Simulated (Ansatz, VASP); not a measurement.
# Hf2Cu: VASP beside Ansatz

One calculation is typed for both programs; each brings its own data sets and cutoff. How far apart do they land? The structure shown is the end of the VASP relaxation below.

Main program and level: Ansatz 0.2.0; plane waves, with VASP 6.6.1 beside it; single point at PBEsol with D3(BJ).

## Step 1: The starting structure

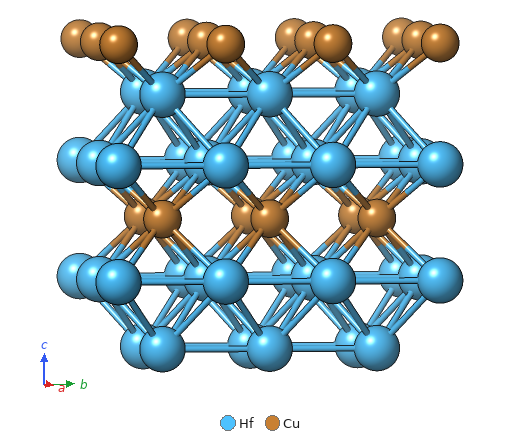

Start, viewed from the side, with the c axis up; hafnium blue, copper orange. 2×3×1 cells are drawn. Some periodic images of atoms are drawn too.

The cell holds 6 atoms: 4 Hf and 2 Cu. Cell: a = 3.170 Å, b = 3.170 Å, c = 24.352 Å, α = 90.0°, β = 90.0°, γ = 90.0°. It derives from Hf2Cu. The (0 0 1) slab of Hf2Cu, cut from the database cell (so at first; earlier steps may have moved the atoms). Vacuum lies along c.

## Step 2: VASP: relaxation, PBEsol with D3(BJ)

This run makes the geometry at which the two programs are then compared.

Lines of VASP's logs that name or quote its potential files are left out, and so is its time.

The input, INCAR:

```
SYSTEM = Hf2Cu
PREC = Normal
ENCUT = 370
EDIFF = 1E-05
NELM = 120
ISMEAR = 0
SIGMA = 0.1
LREAL = .FALSE.
ALGO = Fast
GGA = PS
IVDW = 12
NBANDS = 45
LORBIT = 11
LWAVE = .FALSE.
LCHARG = .FALSE.
KPAR = 2
IBRION = 2
NSW = 40
ISIF = 2
EDIFFG = -0.03
POTIM = 0.4
MAXMIX = 40
IDIPOL = 3
LDIPOL = .TRUE.
DIPOL = 0.5 0.5 0.502
```

The input, POSCAR:

```
Hf2Cu
1.0
    3.1695000000      0.0000000000      0.0000000000
    0.0000000000      3.1695000000      0.0000000000
    0.0000000000      0.0000000000     24.3519720000
Hf Cu
4 2
Selective dynamics
Direct
    0.5000000000      0.5000000000      0.3079832700  F F F
    0.0000000000      0.0000000000      0.3902761600  F F F
    0.0000000000      0.0000000000      0.5365746100  T T T
    0.5000000000      0.5000000000      0.6188675000  T T T
    0.5000000000      0.5000000000      0.4634253900  F F F
    0.0000000000      0.0000000000      0.6920167300  T T T
```

The input, KPOINTS:

```
Automatic mesh
0
Gamma
8 8 1
0 0 0
```

PAW data sets: Hf_pv and Cu_pv (PBE family, release 64).

Run with:

```
> mpirun -np 2 vasp_std
```

Numbers of over 12 decimals in the logs are rounded to 6 here.

What it wrote:

```text
[banner, memory and clock lines left out]
running    2 mpi-ranks, on    1 nodes
 distrk:  each k-point on    1 cores,    2 groups
 distr:  one band on    1 cores,    1 groups

 POSCAR found type information on POSCAR HfCu
 POSCAR found :  2 types and       6 ions
|                                                                             |
|               ----> ADVICE to this user running VASP <----                  |
|                                                                             |
|     You enforced a specific xc type in the INCAR file but a different       |
|     [... a line on the potential file left out ...]
|     I HOPE YOU KNOW WHAT YOU ARE DOING!                                     |
|                                                                             |

 LDA part: xc-table for (Slater+PW92), standard interpolation
 POSCAR, INCAR and KPOINTS ok, starting setup
 FFT: planning ... GRIDC
 FFT: planning ... GRID_SOFT
 FFT: planning ... GRID
 WAVECAR not read
 entering main loop
       N       E                     dE             d eps       ncg     rms          rms(c)
DAV:   1     0.411424612769E+03    0.41142E+03   -0.40607E+04  1686   0.121E+03
DAV:   2    -0.286595356941E+02   -0.44008E+03   -0.42898E+03  1525   0.384E+02
DAV:   3    -0.554844566582E+02   -0.26825E+02   -0.25914E+02  1671   0.844E+01
DAV:   4    -0.568064210114E+02   -0.13220E+01   -0.12991E+01  1882   0.161E+01
DAV:   5    -0.568512186664E+02   -0.44798E-01   -0.44651E-01  1800   0.279E+00    0.124E+02
RMM:   6    -0.945347446670E+02   -0.37684E+02   -0.27478E+02  1630   0.943E+01    0.969E+01
RMM:   7    -0.212351031438E+03   -0.11782E+03   -0.19738E+02  1662   0.668E+01    0.961E+01
RMM:   8    -0.984306904516E+02    0.11392E+03   -0.10489E+02  1704   0.366E+01    0.668E+01
RMM:   9    -0.769091500491E+02    0.21522E+02   -0.15625E+02  1697   0.665E+01    0.687E+01
RMM:  10    -0.700763867260E+02    0.68328E+01   -0.23089E+01  1572   0.236E+01    0.583E+01
RMM:  11    -0.831676137402E+02   -0.13091E+02   -0.21730E+01  1544   0.170E+01    0.603E+01
RMM:  12    -0.562967409328E+02    0.26871E+02   -0.68911E+00  1395   0.128E+01    0.307E+01
RMM:  13    -0.535864983539E+02    0.27102E+01   -0.26026E+00  1567   0.687E+00    0.291E+01
RMM:  14    -0.554363290514E+02   -0.18498E+01   -0.10051E+00  1528   0.535E+00    0.316E+01
[...]
RMM:  34    -0.493355050948E+02   -0.56263E-01   -0.10860E-02  1876   0.264E-01    0.157E+01
RMM:  35    -0.492084929113E+02    0.12701E+00   -0.10852E-01  2306   0.948E-01    0.106E+01
RMM:  36    -0.492632441657E+02   -0.54751E-01   -0.87773E-01  2440   0.362E+00    0.102E+01
RMM:  37    -0.494354542718E+02   -0.17221E+00   -0.56716E-01  2388   0.172E+00    0.950E+00
RMM:  38    -0.493723874666E+02    0.63067E-01   -0.50986E-02  2018   0.659E-01    0.943E+00
RMM:  39    -0.495174017514E+02   -0.14501E+00   -0.14148E-01  2337   0.136E+00    0.973E+00
RMM:  40    -0.494518392236E+02    0.65563E-01   -0.27285E-02  2075   0.527E-01    0.949E+00
RMM:  41    -0.495431692076E+02   -0.91330E-01   -0.38375E-02  2097   0.460E-01    0.105E+01
[...]
DAV:   1    -0.490199457484E+02    0.15924E+00   -0.73005E+00  1542   0.533E+01    0.145E+00
RMM:   2    -0.491683578563E+02   -0.14841E+00   -0.15614E+00  1535   0.570E+00    0.700E-01
RMM:   3    -0.491857280392E+02   -0.17370E-01   -0.17711E-01  1769   0.188E+00    0.891E-01
RMM:   4    -0.491865148174E+02   -0.78678E-03   -0.24355E-02  1811   0.628E-01    0.376E-01
RMM:   5    -0.491869518413E+02   -0.43702E-03   -0.25570E-03  1705   0.235E-01    0.295E-01
RMM:   6    -0.491870162075E+02   -0.64366E-04   -0.67827E-04  1408   0.143E-01    0.237E-01
RMM:   7    -0.491870467935E+02   -0.30586E-04   -0.25254E-04  1376   0.714E-02    0.144E-01
RMM:   8    -0.491870072139E+02    0.39580E-04   -0.97302E-05  1110   0.396E-02    0.808E-02
RMM:   9    -0.491870780928E+02   -0.70879E-04   -0.51676E-05   949   0.248E-02    0.381E-02
RMM:  10    -0.491871124987E+02   -0.34406E-04   -0.20247E-05   823   0.184E-02    0.270E-02
RMM:  11    -0.491871223908E+02   -0.98920E-05   -0.54297E-06   737   0.119E-02
  11 F= -.51478264E+02 E0= -.51467523E+02  d E =-.120472E-01
[... from here on, the cycles between the ionic steps are left out ...]
  12 F= -.51497711E+02 E0= -.51486646E+02  d E =-.314940E-01
  13 F= -.51500537E+02 E0= -.51489095E+02  d E =-.343201E-01
  14 F= -.51503434E+02 E0= -.51492094E+02  d E =-.289702E-02
  15 F= -.51503931E+02 E0= -.51492611E+02  d E =-.339350E-02
  16 F= -.51504254E+02 E0= -.51493000E+02  d E =-.371642E-02
  17 F= -.51504258E+02 E0= -.51493010E+02  d E =-.372093E-02
  18 F= -.51504260E+02 E0= -.51493012E+02  d E =-.372318E-02
 curvature:  -5.41 expect dE=-0.122E-02 dE for cont linesearch -0.114E-04
 ZBRENT: accuracy reached
 trial: gam=-0.19261 g(F)=  0.226E-03 g(S)=  0.000E+00 ort = 0.129E-03 (trialstep = 0.198E+01)
 search vector abs. value=  0.468E-03
 bond charge predicted
       N       E                     dE             d eps       ncg     rms          rms(c)
DAV:   1    -0.491838626864E+02    0.37138E-02   -0.33547E-01  1494   0.895E+00    0.255E-01
RMM:   2    -0.491882103921E+02   -0.43477E-02   -0.44927E-02  1459   0.103E+00    0.169E-01
RMM:   3    -0.491886342627E+02   -0.42387E-03   -0.47367E-03  1679   0.328E-01    0.747E-02
RMM:   4    -0.491887082811E+02   -0.74018E-04   -0.52196E-04  1675   0.106E-01    0.755E-02
RMM:   5    -0.491887184056E+02   -0.10124E-04   -0.80542E-05  1197   0.415E-02    0.792E-02
RMM:   6    -0.491887209728E+02   -0.25672E-05   -0.15603E-05   773   0.200E-02
  19 F= -.51504566E+02 E0= -.51493436E+02  d E =-.305924E-03
 trial-energy change:   -0.000306  1 .order   -0.000264   -0.000397   -0.000130
 step:   2.4223(harm=  2.9422)  dis= 0.00874  next Energy=   -51.504582 (dE=-0.321E-03)
 reached required accuracy - stopping structural energy minimisation
```

Parts of OUTCAR (step 2):

```text
ion  position               nearest neighbor table
   1  0.500  0.500  0.308-   2 3.01   2 3.01   2 3.01   2 3.01
   2  0.000  0.000  0.390-   5 2.86   5 2.86   5 2.86   5 2.86   1 3.01   1 3.01   1 3.01   1 3.01
                             3 3.56
   3  0.000  0.000  0.537-   5 2.86   5 2.86   5 2.86   5 2.86   4 3.01   4 3.01   4 3.01   4 3.01
                             2 3.56
   4  0.500  0.500  0.619-   6 2.86   6 2.86   6 2.86   6 2.86   3 3.01   3 3.01   3 3.01   3 3.01

  LATTYP: Found a simple tetragonal cell.
 ALAT       =     3.1695000000
 C/A-ratio  =     7.6832219593

 Subroutine GETGRP returns: Found  8 space group operations
 (whereof  8 operations were pure point group operations)

The static configuration has the point symmetry C_4v.

 Found     15 irreducible k-points:

   k-points           NKPTS =     15   k-points in BZ     NKDIM =     15   number of bands    NBANDS=     45

   dimension x,y,z NGX =    16 NGY =   16 NGZ =  120
   dimension x,y,z NGXF=    32 NGYF=   32 NGZF=  240

   ENCUT  =  370.0 eV  27.19 Ry    5.21 a.u.   4.97  4.97 38.19*2*pi/ulx,y,z

   NELECT =      74.0000    total number of electrons

 k-points in reciprocal lattice and weights: Automatic mesh
   0.00000000  0.00000000  0.00000000       0.016
   0.12500000  0.00000000  0.00000000       0.062
   0.25000000  0.00000000  0.00000000       0.062
   0.37500000  0.00000000  0.00000000       0.062
   0.50000000  0.00000000  0.00000000       0.031
   0.12500000  0.12500000  0.00000000       0.062
   0.25000000  0.12500000  0.00000000       0.125
   0.37500000  0.12500000  0.00000000       0.125
   0.50000000  0.12500000  0.00000000       0.062
[...]
0.50000000  0.37500000  0.00000000       0.062
   0.50000000  0.50000000  0.00000000       0.016

 Edisp (eV)   -2.31668

 dipolmoment           0.000000      0.000000      0.029608 electrons x Angstroem

 average (electrostatic) potential at core
       1 -41.9809       2 -41.5901       3 -41.6046       4 -41.5472       5 -86.6971
       6 -86.2482

 E-fermi :   0.1706

 k-point     1 :       0.0000    0.0000    0.0000
  band No.  band energies     occupation
    ...
     32      -2.5856      2.00000
     33      -1.6294      2.00000
     34      -1.3359      2.00000
     35      -1.2611      2.00000
     36      -0.6990      2.00000
     37       0.2869      0.10003
     38       0.7954      0.00000
     39       0.9709      0.00000
     40       1.7642      0.00000
     41       1.7642      0.00000
    ...

 k-point     2 :       0.1250    0.0000    0.0000
  band No.  band energies     occupation
    ...
     32      -2.6282      2.00000
     33      -1.4280      2.00000
     34      -1.1904      2.00000
     35      -1.1439      2.00000
     36      -0.6682      2.00000
     37       0.2430      0.30586
     38       0.9483      0.00000
     39       1.0257      0.00000
     40       1.5972      0.00000
     41       1.8913      0.00000
    ...

 k-point     3 :       0.2500    0.0000    0.0000
  band No.  band energies     occupation
    ...
     33      -1.1406      2.00000
     34      -0.8693      2.00000
     35      -0.7853      2.00000
     36      -0.5008      2.00000
     37       0.0783      1.80859
     38       0.8089      0.00000
     39       1.0725      0.00000
     40       1.4300      0.00000
     41       1.7650      0.00000
     42       2.0393      0.00000
    ...

 Edisp (eV)   -2.31585

  Total      -6.70663    -6.70663    -3.64761     0.00000     0.00000     0.00000
  in kB     -43.92377   -43.92377   -23.88930     0.00000     0.00000     0.00000
  external pressure =      -37.25 kB  Pullay stress =        0.00 kB

  energy-cutoff  :      370.00
  volume of cell :      244.63
      direct lattice vectors                 reciprocal lattice vectors
     3.169500000  0.000000000  0.000000000     0.315507178  0.000000000  0.000000000
     0.000000000  3.169500000  0.000000000     0.000000000  0.315507178  0.000000000
     0.000000000  0.000000000 24.351972000     0.000000000  0.000000000  0.041064436

 POSITION                                       TOTAL-FORCE (eV/Angst)
 -----------------------------------------------------------------------------------
      1.58475      1.58475      7.50000        -0.000000      0.000000      0.440016
      0.00000      0.00000      9.50399         0.000000      0.000000     -0.098676
      0.00000      0.00000     12.88395        -0.000000      0.000000      0.020526
      1.58475      1.58475     14.90770        -0.000000     -0.000000      0.008320
      1.58475      1.58475     11.28532        -0.000000      0.000000     -0.355622
      0.00000      0.00000     16.41649        -0.000000     -0.000000     -0.014564
 -----------------------------------------------------------------------------------
    total drift:                                0.000000     -0.000000      0.010574

  FREE ENERGIE OF THE ION-ELECTRON SYSTEM (eV)
  ---------------------------------------------------
  free  energy   TOTEN  =       -51.5045663503 eV

  energy  without entropy=      -51.4823064779  energy(sigma->0) =      -51.49343641

 reached required accuracy - stopping structural energy minimisation

 vacuum level on the upper side and lower side of the slab         4.274         3.726

 total charge
# of ion       s       p       d       tot
------------------------------------------
    1        0.410   6.271   1.561   8.241
    2        0.393   6.421   1.571   8.384
    3        0.399   6.449   1.593   8.440
    4        0.400   6.420   1.634   8.454
    5        0.370   6.205   8.802  15.378
    6        0.369   6.110   8.870  15.349
--------------------------------------------------
tot          2.341  37.875  24.030  64.246

[... 3 further parts left out ...]
```

[end of part 1 of 2]

[Lines on the potential files, build, host, timing and source positions are cut from VASP's logs without a mark.]

[Logs are printed without paths, hosts, clocks, repeated set-up lines and the standing remarks that a program may print on its own settings, such as how far it seeks lower states.]

[Hosts, paths, dates, database ids (printed as entryN), source tags and the programs' standing remarks are cut or masked in the printed files.]
